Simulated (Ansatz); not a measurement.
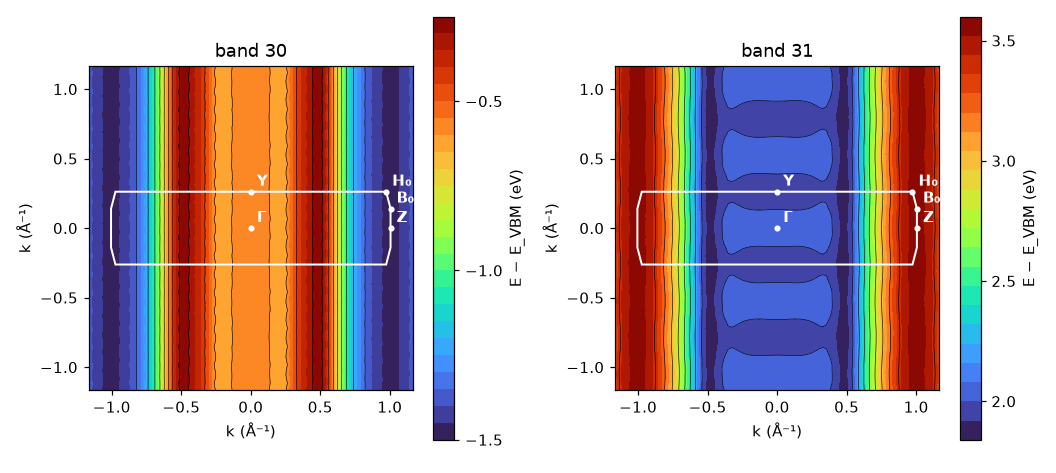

Two bands of PbSe (Fmm2) over the plane through Γ, Z and Y: the highest mostly filled and the lowest mostly empty one.

Method: DFT PBE, scalar-relativistic, plane waves, PAW; levels and slopes on a dense k mesh at the converged density in Ansatz. No spin polarisation. k mesh for the levels: 16×16×16. The geometry was not relaxed. The cell comes from a database of computed structures, not from a measurement.

### Give both levels and their distance at the named points.

| point | lower band (eV) | upper band (eV) | distance (eV) |
| --- | --- | --- | --- |
| Γ | −0.58 | 2.06 | 2.63 |
| Z | −1.46 | 3.54 | 5.00 |
| Y | −0.58 | 1.95 | 2.53 |

### Where are the band edges of the whole zone?

The valence band has eight equivalent maxima away from the named points and lines, flat along one line in k (constant-energy surfaces there are tubes), with masses 0.12 and 0.18 mₑ across; the conduction band has eight equivalent minima away from the named points and lines, flat along one line in k (constant-energy surfaces there are tubes), with masses 0.12 and 0.15 mₑ across. The gap is indirect, 1.30 eV at this level of theory (semilocal functionals give gaps that are too small, and can reorder valleys that lie close). It is nearly direct: the smallest vertical gap, away from the named points and lines, is only 1.31 eV, so the kind of gap isn't settled at this level.

Spin-orbit coupling, left out here, can change the gap, its kind, the place of the band edges and the masses, since the compound holds Pb and Se.
